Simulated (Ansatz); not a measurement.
Run report: SiC, single-point calculation

SiC (P6₃mc, 4 atoms in the cell), computed with DFT PBE, scalar-relativistic, plane waves, PAW, PAW set soft_1, no spin polarisation (Ansatz 0.2.0).

The structure derives from an entry of the Crystallography Open Database. Figures and captions count atoms from 1; the log counts them from 0 in places.

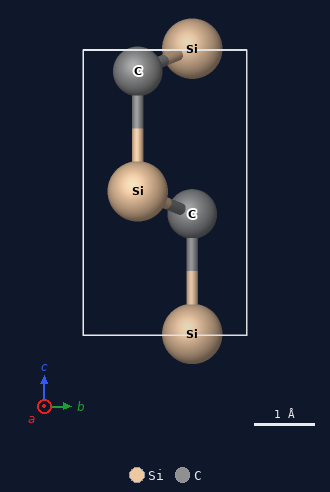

The input geometry (ball-and-stick view of the cell of the calculation, along the a axis).

Summary:

| quantity | value |
| --- | --- |
| outcome | converged |
| space group (tolerance 0.01 Å) | P6₃mc (186) |
| electrons treated | 16 |
| free energy | −1773.6607 eV |
| Fermi energy | 11.095 eV |
| gap on the k-point mesh | 0.59 eV |
| pressure | −1.82 GPa |
| largest force (length of the vector) | 1.930 eV/Å |
| hardware | 1 thread of Arm Neoverse N1, 98 GiB of memory available, shared host |
| wall time | 13 s |
| peak memory | 0.33 GiB |

Input file:
```yaml
crystal:
  lattice:
    - [3.1791678455, 0.0, 0.0]
    - [-1.5895839227, 2.7532401171, 0.0]
    - [0.0, 0.0, 4.7995896963]
  atoms:
    - { symbol: Si, position: [0.3333333333, 0.6666666667, 0.0045639005] }
    - { symbol: Si, position: [0.6666666667, 0.3333333333, 0.5045639005] }
    - { symbol: C, position: [0.3333333333, 0.6666666667, 0.4251748739] }
    - { symbol: C, position: [0.6666666667, 0.3333333333, 0.9251748739] }
basis:
  ecutwfc: 520.0
kpoints:
  mp_grid: { grid: [12, 12, 6] }
hamiltonian:
  xc: pbe
  pseudopotentials: { kind: paw, azcp: { folder: soft_1 } }
scf:
  occupations: { method: gaussian, width: 0.05 }
output:
  forces: true
  stress: true
  eigenvalues: true
  write_density: true
  write_potential: true
  elf: true
  volumetric_format: npy
```

Launch command:
```bash
ansatz run input.yaml --threads 1 --pin off --max-ram 2048MiB --backend cpu --events-out ev --progress --plain --runs-dir out
```

The program's output:
```
Engine: ansatz 0.2.0, aarch64-unknown-linux-gnu
Pseudopotentials: kind: paw
Pseudopotential: Si, paw, valence charge 4, recommended cutoff 420 eV (normal), [file]
Pseudopotential: C, paw, valence charge 4, recommended cutoff 420 eV (normal), [file]
Functional definition: PBE
  parameter kappa = 0.804
  parameter beta = 0.06672455060314922
  exchange = pbe_x(kappa = kappa, mu = beta*pi^2/3)
  correlation = pbe_c(beta = beta)
Crystal: 4 atoms, lattice volume = 42.011 Å³
Basis set: ecut = 520 eV, 1103 PW (Γ), exchange–correlation on 48×48×72 points (8 copies of the dense FFT grid, shifted against one another)
Bands: 12, of which v1, the nominal top of the filled ones, is band 8 counted from 1 (7 counted from 0)
Symmetry: 12 space group operations
Space group: P63mc (ITA 186), of the structure as read, at distance tolerance 3.5e-5 Å
k-points: 76 of 864 (time reversal used)
Non-local potential: Si, projectors of the file, l = 0: 2, l = 1: 2, l = 2: 1
Non-local potential: C, projectors of the file, l = 0: 2, l = 1: 2, l = 2: 1
PAW form: soft (Blöchl's): semilocal exchange-correlation on the pseudo side does not see the compensation charge
PAW one-centre angular grid: Si, 110 points (default); XC on 64 Gauss nodes
PAW one-centre angular grid: C, 110 points (default); XC on 64 Gauss nodes
Initial density: superposition of atomic densities (chi_scale 0.1, normalization cell, long waves kept (reshape's long-wave potential 0.00 eV rms))
Initial wavefunctions: pseudopotential atomic-orbital guess
Functional: x = pbe(κ = 0.804, μ = 0.2195149727645171), c = pbe(β = 0.06672455060314922)
SCF iter   1: F=—  HF=-1776.624873 eV  |F-HF|=—  |Δ(HF+E_count)|=         —  Δρ=1.36e-1  dr2=9.61e0  ethr=3.10e-3  ⟨swp⟩=6.0  Hψ=6539  notcnv=0
preconditioner: auto → none  [insulator: Δε(μ)=2.628 eV  Ē_g=12.473 eV  σ=0.050 eV  W_gap=1.00  n_scr=8 (ndim 8)  ℏωp=22.9 eV  f_vac=0.000  D(μ)=0.00/eV (n_scr^D=0)  ε∞_Penn≈4.4]
SCF iter   2: F=—  HF=-1773.822876 eV  |F-HF|=—  |Δ(HF+E_count)|=    2.80e0  Δρ=4.94e-2  dr2=6.51e-1  ethr=3.10e-3  ⟨swp⟩=4.3  Hψ=3040  notcnv=0
SCF iter   3: F=—  HF=-1773.664077 eV  |F-HF|=—  |Δ(HF+E_count)|=   1.59e-1  Δρ=1.94e-2  dr2=8.38e-2  ethr=3.10e-3  ⟨swp⟩=2.5  Hψ=2069  notcnv=0
SCF iter   4: F=—  HF=-1773.660422 eV  |F-HF|=—  |Δ(HF+E_count)|=   3.65e-3  Δρ=1.41e-3  dr2=6.69e-4  ethr=5.24e-4  ⟨swp⟩=2.0  Hψ=1216  notcnv=0
SCF iter   5: F=—  HF=-1773.660646 eV  |F-HF|=—  |Δ(HF+E_count)|=   2.24e-4  Δρ=2.58e-4  dr2=1.08e-5  ethr=4.18e-6  ⟨swp⟩=2.4  Hψ=1554  notcnv=0
SCF iter   6: F=—  HF=-1773.660667 eV  |F-HF|=—  |Δ(HF+E_count)|=   2.08e-5  Δρ=7.41e-5  dr2=1.31e-6  ethr=6.76e-8  ⟨swp⟩=2.0  Hψ=1520  notcnv=0
SCF iter   7: F=-1773.660667 eV  HF=-1773.660667 eV  |F-HF|=1.93e-8  |Δ(HF+E_count)|=   3.86e-7  Δρ=1.39e-5  dr2=4.22e-8  ethr=6.25e-10  ⟨swp⟩=7.1  Hψ=6226  notcnv=0
SCF 1 converged in 7 iterations: F = -1773.660667 eV  dr2 = 4.22e-8
  greatest PAW one-centre occupation: 0.646 electrons in one spin orbital (limit 2), on the C atom at site 3 (counted from 0), in its partial waves of l = 0
```

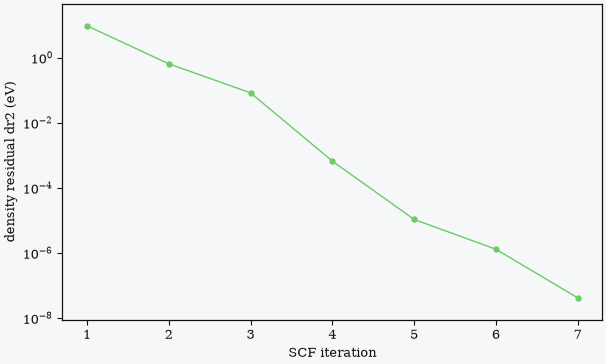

Convergence of the self-consistent field: density residual dr2 against the SCF iteration. The residual falls at every step.

```
SCF converged after 7 iterations
Free energy (F): -1773.660667 eV
Harris-Foulkes:  -1773.660667 eV  (|F-HF|=1.93e-8)
Internal energy: -1773.660667 eV  (E = F + TS)
E sigma→0 (E₀):  -1773.660667 eV
Fermi energy:    11.095282 eV
--- Per-component energies (eV) ---
  E_band       = 56.240846
  E_kinetic    = 264.950405
  E_local      = -193.126773  (includes V_loc(G=0)·N_el)
  E_nonlocal   = 89.445596
  E_hartree    = 64.983920
  E_xc         = -210.593212
  E_vxc        = -216.463069  (∫ρ·V_xc dr)
  E_paw        = -1223.009211  (= ΣΔE_a)
  E_vpaw       = -18.534418  (= ΣTr[D̂ρ^β])
  E_aug_tail   = 0.000026  (compensation charges beyond the density's cutoff)
  E_ewald      = -566.311418
  E_smearing   = -0.000000  (= −TS)
  E_closure    = -0.000000  (closes the sum)
  Σ components = -1773.660667   (vs F -1773.660667, Δ=0.00e0)
--- Forces (eV/Å), atoms counted from 1 ---
  atom   1  Si    -0.00000000    -0.00000000     1.93019772
  atom   2  Si     0.00000000     0.00000000     1.93019772
  atom   3  C     -0.00000000    -0.00000000    -1.93020195
  atom   4  C      0.00000000     0.00000000    -1.93020195
  max |Σ_I F_I| component: 8.46e-6 eV/Å
--- Stress (GPa, compression-positive) ---
       -7.780308      -0.000000      -0.000000
       -0.000000      -7.780308       0.000000
       -0.000000       0.000000      10.097683
  P = ⅓ Tr σ = -1.8210 GPa (-18.210 kbar)
--- Band table (eV; the first three rows and the last of 76) ---
  k-point 0: bands = ["-6.0051", "-1.9886", "1.5726", "7.3639", "7.3639", "8.9826", "8.9826", "10.8028", "12.6521", "15.3244", "15.3244", "15.6918"]
  k-point 1: bands = ["-5.8533", "-2.6094", "2.4324", "7.4561", "7.4561", "8.8555", "8.8555", "10.0504", "12.8142", "15.3577", "15.3577", "15.8900"]
  k-point 2: bands = ["-5.4021", "-3.6909", "4.2106", "7.7183", "7.7183", "8.3319", "8.5232", "8.5232", "13.3013", "15.1805", "15.5545", "15.5545"]
  k-point 75: bands = ["-1.3276", "-1.3276", "1.4254", "1.4254", "3.7628", "3.7628", "8.7913", "8.7913", "14.4708", "14.4708", "16.4181", "16.4181"]
```

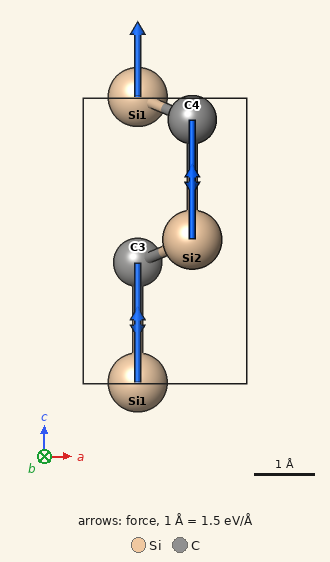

Forces on the atoms as blue arrows (ball-and-stick view of the cell of the calculation, along the b axis; atoms are numbered from 1 in the order of the input). The largest act on C3, C4 (1.93 eV/Å); Si1, Si2 (1.93 eV/Å). The geometry is not a stationary point of this energy.

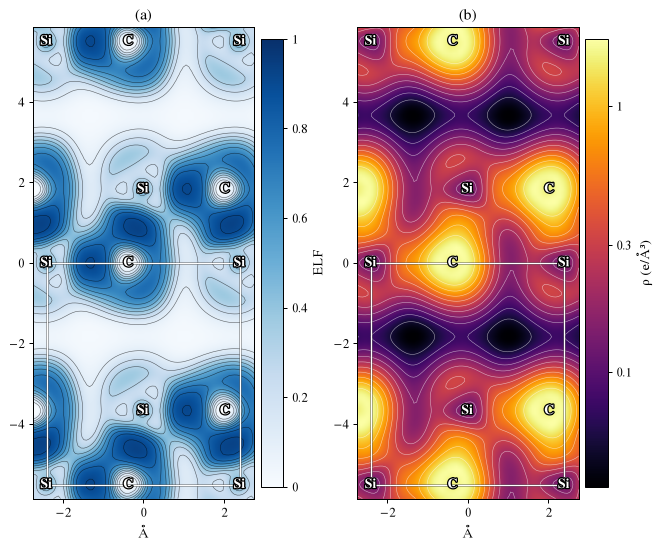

(a) ELF; (b) valence electron density on the (110) plane of the conventional cell. The section cuts through Si and C sites. Si–C (2.02 Å): ρ is about 0.71 e/Å³ halfway; the ELF peaks at about 0.90 between the atoms (a covalent bond). Away from the nuclei the density in this plane falls to 0.04 e/Å³ at its lowest. In a PAW calculation such maps are meaningful between the atoms, not at the nuclei.

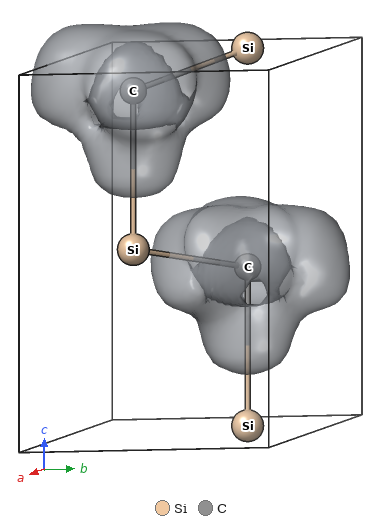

Isosurface of the ELF at 0.7 (grey), seen slightly off an axis. Core shells and regions of very low density are left out. Sticks mark near contacts. The outline is the cell set on symmetry axes. Values along the shortest contacts: Si–C (1.87 Å): the ELF peaks at about 0.95 between the atoms, which marks a shared electron pair.
